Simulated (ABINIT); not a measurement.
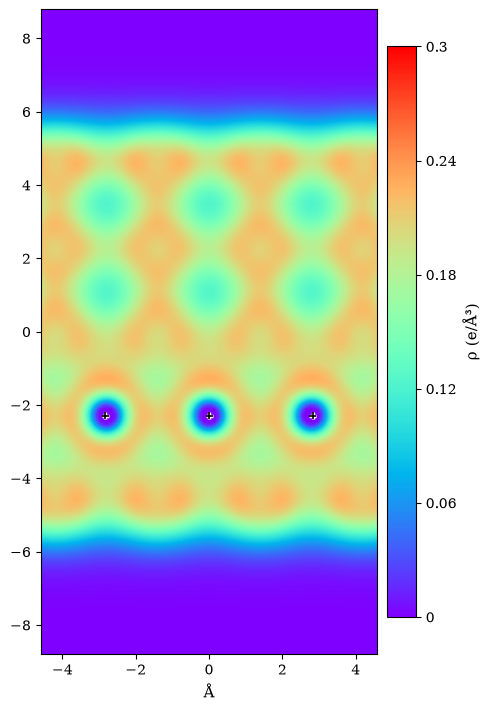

The valence electron density on a plane through atoms (crosses mark nuclei in the plane).

All numbers below come from Kohn-Sham DFT of a periodic cell, PBE, JTH PAW PBE v2.0 (ABINIT 10.8.3).

Candidates:
A. Al (slab), a = 2.83 Å, b = 2.83 Å, c = 24.19 Å, α = 90.00°, β = 90.00°, γ = 120.00°. 
B. TiO₂, a = 4.81 Å, b = 4.87 Å, c = 5.04 Å, α = 90.00°, β = 99.86°, γ = 90.00°. Space group P2₁/c; a structure from a database of computed crystals, not necessarily the ambient phase; computed pressure about 4 GPa in this cell.

### Which system is this?

Candidate A: Al on the (010) plane of the calculation cell, a cut from vacuum to vacuum, which holds Al. Al–Al (2.83 Å): ρ at the midpoint is about 0.21 e/Å³.
